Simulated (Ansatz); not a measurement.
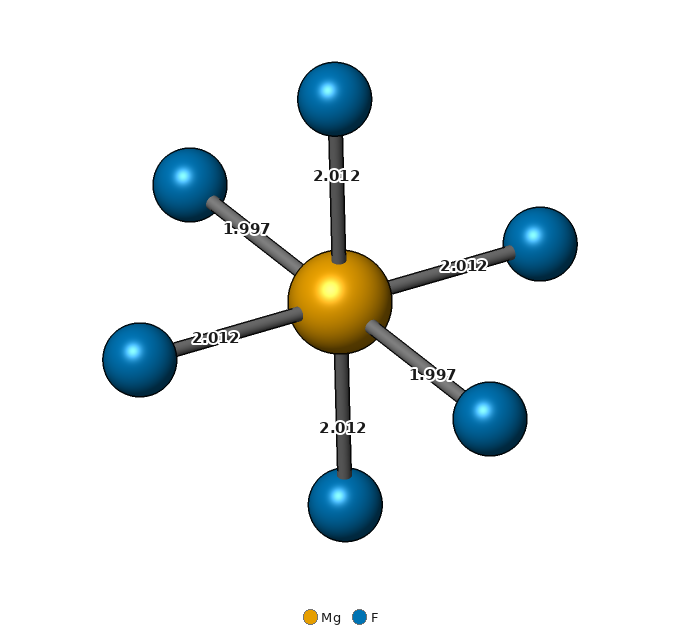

The surroundings of site Mg1 (at 0.500, 0.500, 0.500) in MgF2 in space group P4_2/mnm, with bond lengths in Å.

The cell is taken from the geometry relaxed with DFT PBE+D3(BJ), scalar-relativistic, plane waves, PAW (Ansatz).

```
CELL_PARAMETERS angstrom
4.65857 0.00000 0.00000
0.00000 4.65857 0.00000
0.00000 0.00000 3.07614
ATOMIC_POSITIONS crystal
Mg 0.50000 0.50000 0.50000
Mg 0.00000 0.00000 0.00000
F 0.80309 0.19691 0.50000
F 0.19691 0.80309 0.50000
F 0.30309 0.30309 0.00000
F 0.69691 0.69691 0.00000
```

Bond valence s = exp((R0 − d)/b), R0 fitted to published crystal structures with b = 0.37 Å; R0 in Å: Mg2+–F 1.573.

**Calculate the bond-valence sum of Mg1 from the bonds drawn.**

2 × 0.318 + 4 × 0.305 = 1.86 v.u., against a formal valence of 2: underbonded (bonds long for this ion) by 0.14.

**And over the whole structure?**

```tsv
site	x, y, z	formal valence	bond-valence sum	difference
Mg1	0.500, 0.500, 0.500	+2	1.90	-0.10
F1	0.803, 0.197, 0.500	−1	0.95	-0.05
```

These sums include all anions within 5 Å. The global instability index (root mean square of the differences over all atoms) is 0.07 v.u.: little strain. Cells relaxed with PBE tend to have slightly long bonds, which lowers the sums.
